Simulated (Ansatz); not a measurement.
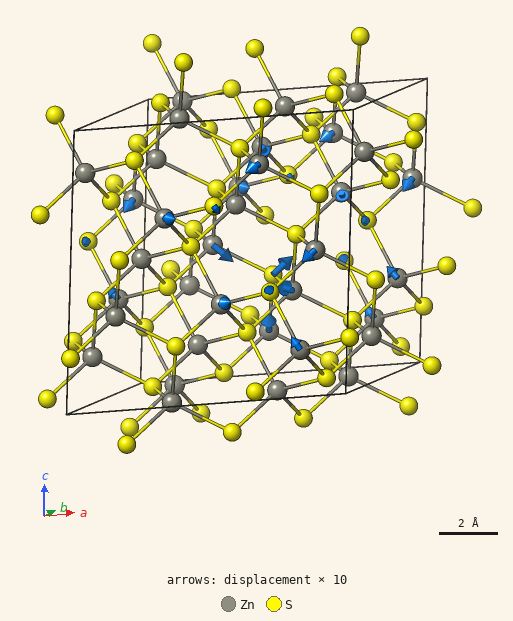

This is a relaxation of a defect cell of composition Zn23S24 (coarse preliminary run). The starting structure is drawn; blue arrows show the displacements, magnified 10 times.

The picture is a ball-and-stick view of the cell of the calculation, seen slightly off an axis.

Case: Zn vacancy (site b), charge +0, atoms relaxed at the host's cell.

All numbers below come from DFT PBE, scalar-relativistic, plane waves, PAW in Ansatz. Settings: plane-wave cutoff 420 eV; k-point mesh 1 × 1 × 1; occupations gaussian; smearing width 0.01 eV; collinear spin; atoms relaxed in a fixed cell; force threshold 0.025 eV/Å; at most 45 steps.

Q: Describe the change and its energy.

A: Over 3 accepted moves (4 points after the start) the energy falls by 0.179 eV per cell of the calculation. Largest force component: 0.46 eV/Å at the start, 0.018 eV/Å at the end. 1 step only repeated the SCF at the same geometry. The atom that moves furthest is an S atom (0.11 Å along [1 1 1]). By element the largest moves are S 0.11 Å, Zn 0.10 Å. The cell stays as it was. Near-neighbour distances that change, for instance: S–Zn 2.361 → 2.301 Å, S–Zn 2.356 → 2.387 Å, S–Zn 2.361 → 2.344 Å, S–Zn 2.356 → 2.366 Å. Bond angles that change, for instance: S–Zn–S 109.6° → 115.0°, Zn–S–Zn 109.3° → 106.1°, S–Zn–S 109.3° → 106.3°.
